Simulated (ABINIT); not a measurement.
**Geometry relaxation of Si (part 2 of 2)**

Si (2 atoms in the cell); Kohn-Sham DFT of a periodic cell, PBEsol, PseudoDojo NC SR PBEsol v0.4.1 standard, no spin polarisation (ABINIT 10.8.3); cutoff 489.81 eV, 6×6×6 k-mesh, fermi-dirac of 0.05 eV. The structure derives from a Materials Project entry.

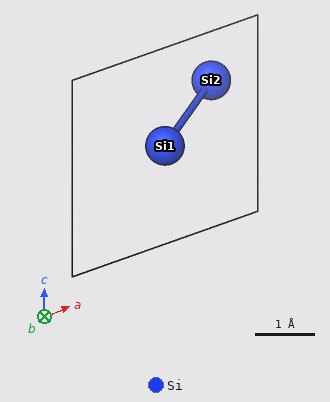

**Figure 1.** The geometry at step 1 of the log (ball-and-stick view of the cell of the calculation, along the b axis; atoms are numbered from 1 in the order of the input).

## The program's output, continued
```
--- !ResultsGS
iteration_state: {dtset: 1, itime: 2, icycle: 1, }
comment   : Summary of ground state results
lattice_vectors:
- [  0.0000000,   5.1405972,   5.1405972, ]
- [  5.1405972,   0.0000000,   5.1405972, ]
- [  5.1405972,   5.1405972,   0.0000000, ]
lattice_lengths: [   7.26990,    7.26990,    7.26990, ]
lattice_angles: [ 60.000,  60.000,  60.000, ] # degrees, (23, 13, 12)
lattice_volume:   2.7168816E+02
convergence: {deltae: -3.908E-14, res2:  2.619E-13, residm:  2.388E-07, diffor: null, }
etotal    :  -8.46205981E+00
entropy   :   0.00000000E+00
fermie    :   1.77404527E-01
cartesian_stress_tensor: # hartree/bohr^3
- [  1.37735815E-05,   0.00000000E+00,   0.00000000E+00, ]
- [  0.00000000E+00,   1.37735815E-05,   0.00000000E+00, ]
- [  0.00000000E+00,   0.00000000E+00,   1.37735815E-05, ]
pressure_GPa:  -4.0523E-01
xred      :
- [  5.0000E-01,   5.0000E-01,   5.0000E-01, Si]
- [  7.5000E-01,   7.5000E-01,   7.5000E-01, Si]
cartesian_forces: # hartree/bohr
- [ -0.00000000E+00,  -0.00000000E+00,  -0.00000000E+00, ]
- [ -0.00000000E+00,  -0.00000000E+00,  -0.00000000E+00, ]
force_length_stats: {min:   0.00000000E+00, max:   0.00000000E+00, mean:   0.00000000E+00, }
...

 Integrated electronic density in atomic spheres:
 ------------------------------------------------
 Atom  Sphere_radius  Integrated_density
    1        2.00000          1.78804148
    2        2.00000          1.75596659

---OUTPUT-----------------------------------------------------------------------

 Cartesian coordinates (xcart) [bohr]
  5.14059716281077E+00  5.14059716281077E+00  5.14059716281077E+00
  7.71089574421616E+00  7.71089574421615E+00  7.71089574421616E+00
 Reduced coordinates (xred)
  5.00000000000000E-01  5.00000000000000E-01  5.00000000000000E-01
  7.50000000000000E-01  7.50000000000000E-01  7.50000000000000E-01
 Cartesian forces (fcart) [Ha/bohr]; max,rms= 0.00000E+00 0.00000E+00 (free atoms)
 -0.00000000000000E+00 -0.00000000000000E+00 -0.00000000000000E+00
 -0.00000000000000E+00 -0.00000000000000E+00 -0.00000000000000E+00
 Gradient of E wrt nuclear positions in reduced coordinates (gred)
  0.00000000000000E+00  0.00000000000000E+00  0.00000000000000E+00
  0.00000000000000E+00  0.00000000000000E+00  0.00000000000000E+00
 Scale of Primitive Cell (acell) [bohr]
  7.26990222634364E+00  7.26990222634364E+00  7.26990222634364E+00
 Real space primitive translations (rprimd) [bohr]
  0.00000000000000E+00  5.14059716281077E+00  5.14059716281077E+00
  5.14059716281077E+00  0.00000000000000E+00  5.14059716281077E+00
  5.14059716281077E+00  5.14059716281077E+00  0.00000000000000E+00
 Unitary Cell Volume (ucvol) [Bohr^3]=  2.71688159813648E+02
 Angles (23,13,12)= [degrees]
  6.00000000000000E+01  6.00000000000000E+01  6.00000000000000E+01
 Lengths [Bohr]
  7.26990222634364E+00  7.26990222634364E+00  7.26990222634364E+00
 Stress tensor in cartesian coordinates (strten) [Ha/bohr^3]
  1.37735814938911E-05  0.00000000000000E+00  0.00000000000000E+00
  0.00000000000000E+00  1.37735814938911E-05  0.00000000000000E+00
  0.00000000000000E+00  0.00000000000000E+00  1.37735814938911E-05
 Total energy (etotal) [Ha]= -8.46205980576124E+00

 Difference of energy with previous step (new-old):
           Absolute (Ha)=-7.72386E-06
           Relative     =-9.12764E-07

--- Iteration: ( 3/50) Internal Cycle: (1/1)
--------------------------------------------------------------------------------

---SELF-CONSISTENT-FIELD CONVERGENCE--------------------------------------------

--- !BeginCycle
iteration_state: {dtset: 1, itime: 3, icycle: 1, }
solver: {iscf: 7, nstep: 80, nline: 4, wfoptalg: 0, }
tolerances: {tolvrs: 1.00E-12, }
...

     iter   Etot(hartree)      deltaE(h)  residm     vres2
 ETOT  1  -8.4620655250174    -8.462E+00 9.117E-08 1.120E-02
 ETOT  2  -8.4620678495281    -2.325E-06 3.005E-08 7.583E-04
 ETOT  3  -8.4620679648152    -1.153E-07 1.620E-08 1.409E-05
 ETOT  4  -8.4620679661071    -1.292E-09 5.987E-08 3.709E-08
 ETOT  5  -8.4620679661091    -2.085E-12 4.112E-09 1.312E-10
 ETOT  6  -8.4620679661091    -3.553E-15 1.648E-08 1.637E-12
 ETOT  7  -8.4620679661092    -6.217E-14 2.139E-09 5.312E-15

 At SCF step    7       vres2   =  5.31E-15 < tolvrs=  1.00E-12 =>converged.

 Cartesian components of stress tensor (hartree/bohr^3)
  sigma(1 1)= -1.17906733E-07  sigma(3 2)=  0.00000000E+00
  sigma(2 2)= -1.17906733E-07  sigma(3 1)=  0.00000000E+00
  sigma(3 3)= -1.17906733E-07  sigma(2 1)=  0.00000000E+00

--- !ResultsGS
iteration_state: {dtset: 1, itime: 3, icycle: 1, }
comment   : Summary of ground state results
lattice_vectors:
- [  0.0000000,   5.1330807,   5.1330807, ]
- [  5.1330807,   0.0000000,   5.1330807, ]
- [  5.1330807,   5.1330807,   0.0000000, ]
lattice_lengths: [   7.25927,    7.25927,    7.25927, ]
lattice_angles: [ 60.000,  60.000,  60.000, ] # degrees, (23, 13, 12)
lattice_volume:   2.7049814E+02
convergence: {deltae: -6.217E-14, res2:  5.312E-15, residm:  2.139E-09, diffor: null, }
etotal    :  -8.46206797E+00
entropy   :   0.00000000E+00
fermie    :   1.78695366E-01
cartesian_stress_tensor: # hartree/bohr^3
- [ -1.17906733E-07,   0.00000000E+00,   0.00000000E+00, ]
- [  0.00000000E+00,  -1.17906733E-07,   0.00000000E+00, ]
- [  0.00000000E+00,   0.00000000E+00,  -1.17906733E-07, ]
pressure_GPa:   3.4689E-03
xred      :
- [  5.0000E-01,   5.0000E-01,   5.0000E-01, Si]
- [  7.5000E-01,   7.5000E-01,   7.5000E-01, Si]
cartesian_forces: # hartree/bohr
- [ -0.00000000E+00,  -0.00000000E+00,  -0.00000000E+00, ]
- [ -0.00000000E+00,  -0.00000000E+00,  -0.00000000E+00, ]
force_length_stats: {min:   0.00000000E+00, max:   0.00000000E+00, mean:   0.00000000E+00, }
...

 Integrated electronic density in atomic spheres:
 ------------------------------------------------
 Atom  Sphere_radius  Integrated_density
    1        2.00000          1.78424980
    2        2.00000          1.75217011

---OUTPUT-----------------------------------------------------------------------

 Cartesian coordinates (xcart) [bohr]
  5.13308073900118E+00  5.13308073900118E+00  5.13308073900118E+00
  7.69962110850177E+00  7.69962110850177E+00  7.69962110850177E+00
 Reduced coordinates (xred)
  5.00000000000000E-01  5.00000000000000E-01  5.00000000000000E-01
  7.50000000000000E-01  7.50000000000000E-01  7.50000000000000E-01
 Cartesian forces (fcart) [Ha/bohr]; max,rms= 0.00000E+00 0.00000E+00 (free atoms)
 -0.00000000000000E+00 -0.00000000000000E+00 -0.00000000000000E+00
 -0.00000000000000E+00 -0.00000000000000E+00 -0.00000000000000E+00
 Gradient of E wrt nuclear positions in reduced coordinates (gred)
  0.00000000000000E+00  0.00000000000000E+00  0.00000000000000E+00
  0.00000000000000E+00  0.00000000000000E+00  0.00000000000000E+00
 Scale of Primitive Cell (acell) [bohr]
  7.25927239785158E+00  7.25927239785158E+00  7.25927239785158E+00
 Real space primitive translations (rprimd) [bohr]
  0.00000000000000E+00  5.13308073900118E+00  5.13308073900118E+00
  5.13308073900118E+00  0.00000000000000E+00  5.13308073900118E+00
  5.13308073900118E+00  5.13308073900118E+00  0.00000000000000E+00
 Unitary Cell Volume (ucvol) [Bohr^3]=  2.70498139191326E+02
 Angles (23,13,12)= [degrees]
  6.00000000000000E+01  6.00000000000000E+01  6.00000000000000E+01
 Lengths [Bohr]
  7.25927239785158E+00  7.25927239785158E+00  7.25927239785158E+00
 Stress tensor in cartesian coordinates (strten) [Ha/bohr^3]
 -1.17906732841804E-07  0.00000000000000E+00  0.00000000000000E+00
  0.00000000000000E+00 -1.17906732842454E-07  0.00000000000000E+00
  0.00000000000000E+00  0.00000000000000E+00 -1.17906732843539E-07
 Total energy (etotal) [Ha]= -8.46206796610921E+00

 Difference of energy with previous step (new-old):
           Absolute (Ha)=-8.16035E-06
           Relative     =-9.64345E-07

 At Broyd/MD step   3, gradients are converged :
  max grad (force/stress) = 1.1791E-05 < tolmxf= 2.0000E-05 ha/bohr (free atoms)

================================================================================

 ----iterations are completed or convergence reached----

 Mean square residual over all n,k,spin=   18.735E-12; max=  21.395E-10
 reduced coordinates (array xred) for    2 atoms
       0.500000000000      0.500000000000      0.500000000000
       0.750000000000      0.750000000000      0.750000000000
 rms dE/dt=  0.0000E+00; max dE/dt=  0.0000E+00; dE/dt below (all hartree)
    1       0.000000000000      0.000000000000      0.000000000000
    2       0.000000000000      0.000000000000      0.000000000000

 cartesian coordinates (angstrom) at end:
    1      2.71630934696178     2.71630934696178     2.71630934696178
    2      4.07446402044267     4.07446402044267     4.07446402044267

 cartesian forces (hartree/bohr) at end:
    1     -0.00000000000000    -0.00000000000000    -0.00000000000000
    2     -0.00000000000000    -0.00000000000000    -0.00000000000000
 frms,max,avg= 0.0000000E+00 0.0000000E+00   0.000E+00  0.000E+00  0.000E+00 h/b

 cartesian forces (eV/Angstrom) at end:
    1     -0.00000000000000    -0.00000000000000    -0.00000000000000
    2     -0.00000000000000    -0.00000000000000    -0.00000000000000
 frms,max,avg= 0.0000000E+00 0.0000000E+00   0.000E+00  0.000E+00  0.000E+00 e/A
 length scales=  7.259272397852  7.259272397852  7.259272397852 bohr
              =  3.841441518074  3.841441518074  3.841441518074 angstroms
 Fermi (or HOMO) energy (hartree) =   0.17870   Average Vxc (hartree)=  -0.34583
 Eigenvalues (hartree) for nkpt=  16  k points:
 kpt#   1, nband=  8, wtk=  0.00463, kpt=  0.0000  0.0000  0.0000 (reduced coord)
  -0.27160    0.16887    0.16887    0.16887    0.26109    0.26109    0.26109    0.28929
      occupation numbers for kpt#   1
   2.00000    1.99053    1.99053    1.99053    0.00000    0.00000    0.00000    0.00000
 prteigrs : prtvol=0 or 1, do not print more k-points.

--- !EnergyTerms
iteration_state     : {dtset: 1, itime: 3, icycle: 1, }
comment             : Components of total free energy in Hartree
kinetic             :  3.06288178187940E+00
hartree             :  5.40129241197994E-01
xc                  : -3.07461965447943E+00
Ewald energy        : -8.39542304988567E+00
psp_core            :  4.65197231958187E-01
local_psp           : -2.29994861836964E+00
non_local_psp       :  1.23971850556763E+00
internal            : -8.46206456213153E+00
'-kT*entropy'       : -3.40397768289181E-06
total_energy        : -8.46206796610921E+00
total_energy_eV     : -2.30264599865541E+02
band_energy         : -1.44044897831419E-01
...

 Cartesian components of stress tensor (hartree/bohr^3)
  sigma(1 1)= -1.17906733E-07  sigma(3 2)=  0.00000000E+00
  sigma(2 2)= -1.17906733E-07  sigma(3 1)=  0.00000000E+00
  sigma(3 3)= -1.17906733E-07  sigma(2 1)=  0.00000000E+00

-Cartesian components of stress tensor (GPa)         [Pressure=  3.4689E-03 GPa]
- sigma(1 1)= -3.46893584E-03  sigma(3 2)=  0.00000000E+00
- sigma(2 2)= -3.46893584E-03  sigma(3 1)=  0.00000000E+00
- sigma(3 3)= -3.46893584E-03  sigma(2 1)=  0.00000000E+00

== END DATASET(S) ==============================================================
================================================================================

 -outvars: echo values of variables after computation  --------
            acell      7.2592723979E+00  7.2592723979E+00  7.2592723979E+00 Bohr
           etotal     -8.4620679661E+00
            fcart     -0.0000000000E+00 -0.0000000000E+00 -0.0000000000E+00
                      -0.0000000000E+00 -0.0000000000E+00 -0.0000000000E+00
            rprim      0.0000000000E+00  7.0710678119E-01  7.0710678119E-01
                       7.0710678119E-01  0.0000000000E+00  7.0710678119E-01
                       7.0710678119E-01  7.0710678119E-01  0.0000000000E+00
           strten     -1.1790673284E-07 -1.1790673284E-07 -1.1790673284E-07
                       0.0000000000E+00  0.0000000000E+00  0.0000000000E+00
           xangst      2.7163093470E+00  2.7163093470E+00  2.7163093470E+00
                       4.0744640204E+00  4.0744640204E+00  4.0744640204E+00
             xred      5.0000000000E-01  5.0000000000E-01  5.0000000000E-01
                       7.5000000000E-01  7.5000000000E-01  7.5000000000E-01
 Calculation completed.
```

## Trajectory as extended XYZ (Å, eV, eV/Å), 3 frames, from step=0 to step=2
```
2
Lattice="0.0000 2.7219 2.7219 2.7219 0.0000 2.7219 2.7219 2.7219 0.0000" Properties=species:S:1:pos:R:3:forces:R:3 step=0 energy=-230.26417
Si    2.7219    2.7219    2.7219    0.0000   0.0000   0.0000
Si    4.0828    4.0828    4.0828    0.0000   0.0000   0.0000
2
Lattice="0.0000 2.7203 2.7203 2.7203 0.0000 2.7203 2.7203 2.7203 0.0000" Properties=species:S:1:pos:R:3:forces:R:3 step=1 energy=-230.26438
Si    2.7203    2.7203    2.7203    0.0000   0.0000   0.0000
Si    4.0804    4.0804    4.0804    0.0000   0.0000   0.0000
2
Lattice="0.0000 2.7163 2.7163 2.7163 0.0000 2.7163 2.7163 2.7163 0.0000" Properties=species:S:1:pos:R:3:forces:R:3 step=2 energy=-230.26460
Si    2.7163    2.7163    2.7163    0.0000   0.0000   0.0000
Si    4.0745    4.0745    4.0745    0.0000   0.0000   0.0000
```

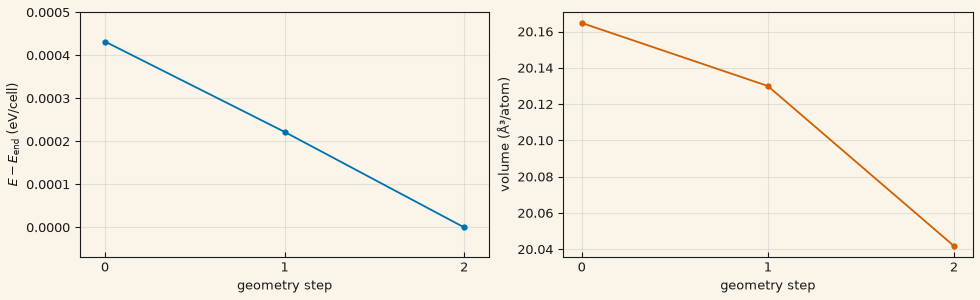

**Figure 2.** Progress of the relaxation, step by step (steps are counted from 0). The atoms keep their places relative to the cell (all moves are under 0.005 Å). Cell: a = b = c 5.444 → 5.433 Å (−0.2 %). Volume −0.6 %. Among the contacts that change: Si1–Si2 2.357 → 2.352 Å. The space group stays Fd-3m (No. 227). After 2 geometry steps the energy has fallen by 0.4 meV per cell of the calculation. All forces vanish by symmetry, so only the cell relaxes. (Atoms are counted from 1 in the order of the input.)

The run was set up as follows.

## Input file
```
# Pseudopotentials
pp_dirpath "./"
pseudos "Si.upf"

# Structure
acell 3*1.0
rprim
     0.0000000000     5.1435532945     5.1435532945
     5.1435532945     0.0000000000     5.1435532945
     5.1435532945     5.1435532945     0.0000000000
ntypat 1
znucl 14
natom 2
typat 1 1
chkprim 0
chksymtnons 0
tolsym 1.0e-6
xred
            1/2            1/2            1/2
            3/4            3/4            3/4

# Plane-wave basis
ecut 489.804952 eV
ecutsm 0.5

# k points
kptopt 1
ngkpt 6 6 6
nshiftk 1
shiftk 0.0 0.0 0.0

# Exchange and correlation
ixc -116133

# Bands and occupations
nband 8
occopt 3
tsmear 0.00183747

# SCF cycle
nstep 80
tolvrs 1.0e-12

# Output
iomode 3
prteig 0
prtebands 0
prtwf 0
prtden 0

# Relaxation
ionmov 2
optcell 2
ntime 50
tolmxf 2.0e-5
dilatmx 1.08
```

Launched with:
```bash
abinit run.abi > log 2>&1
```

## Results in brief

```csv
quantity,value
outcome,converged
space group (tolerance 0.01 Å),Fd-3m (227)
electrons treated,8
free energy,−230.2646 eV
Fermi energy,4.863 eV
gap on the k-point mesh,0.59 eV
pressure,0.00 GPa
final volume,40.08 Å³
largest force (length of the vector) at the end,under 0.001 eV/Å
final cell,"a = 3.841 Å, b = 3.841 Å, c = 3.841 Å, α = 60.00°, β = 60.00°, γ = 60.00°"
hardware,"1 thread of Arm Neoverse V2, 24 GiB of memory available, shared host"
wall time,7.5 s
peak memory,0.06 GiB
```
